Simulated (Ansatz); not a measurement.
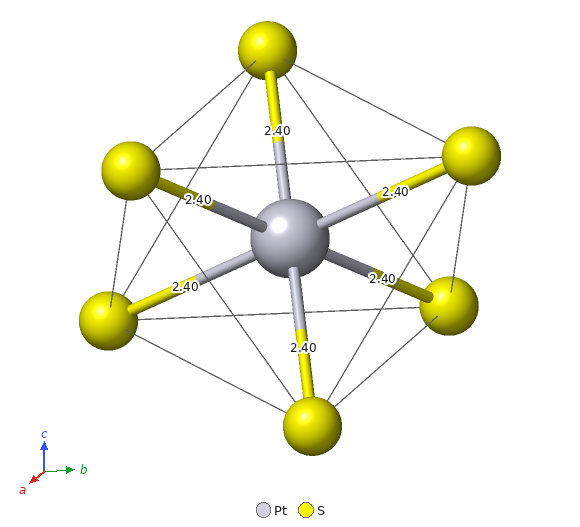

The PtS6 unit about Pt in PtS2. Origin: a calculation's input that goes back to an entry of the Crystallography Open Database (an earlier step may have relaxed or displaced it).

PtS2, space group P-3m1 (No. 164), a = 3.543 Å, b = 3.543 Å, c = 5.039 Å, α = 90.00°, β = 90.00°, γ = 120.00°

```csv
site,Wyckoff,x,y,z
Pt,1a,0.0000,0.0000,0.0000
S,2d,0.3333,0.6667,0.2500
```

Give the distortion indices.

It is closest to the octahedron.

| measure | value |
| --- | --- |
| mean bond length | 2.402 Å |
| bond-length distortion index (Baur) | 0.000 |
| effective coordination number (Hoppe) | 6.00 |
| shape measure against the octahedron | 0.40 |
| shape measure against the trigonal prism | 16.46 |
| centre off the ligands' centroid by | 0.00 Å |
| polyhedral volume | 18.26 Å³ |
| quadratic elongation | 1.008 |
| bond-angle variance | 27.5 deg² |
